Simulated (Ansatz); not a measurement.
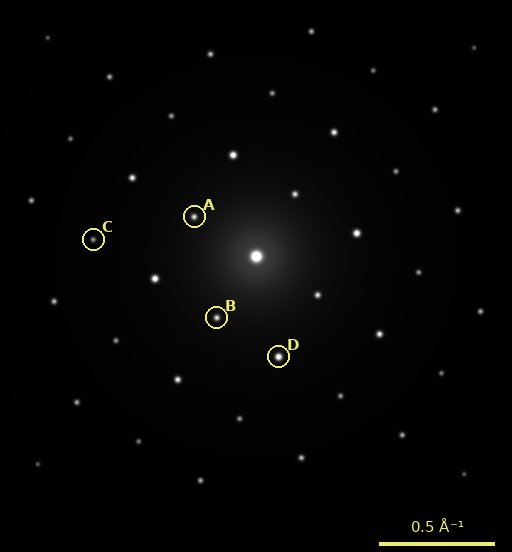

Kinematic zone-axis pattern, calculated for 200 keV electrons with B = 0.5 Å². The zone axis points towards the electron source and the pattern is seen from the source side.

Crystal: BiS, space group F-43m (No. 216), a = 6.252 Å. Structure: the input geometry of an electronic-structure calculation (not necessarily at equilibrium); the starting structure was generated, so it need not be a known form of this composition.

Spot A is indexed -2 0 0 and spot B 0 -2 0.

Q: What are the indices of the remaining marked spots?

A: C = 2A + B = -4 -2 0 (d = 1.398 Å). D = −A + B = 2 -2 0 (d = 2.210 Å).

Q: Which zone axis is this?

A: The cross product of A and B is parallel to [001]; every spot obeys hu + kv + lw = 0.

Q: What are the spacings of A and B and the angle between them?

A: d(A) = 3.126 Å, d(B) = 3.126 Å, and the angle is 90.0°.
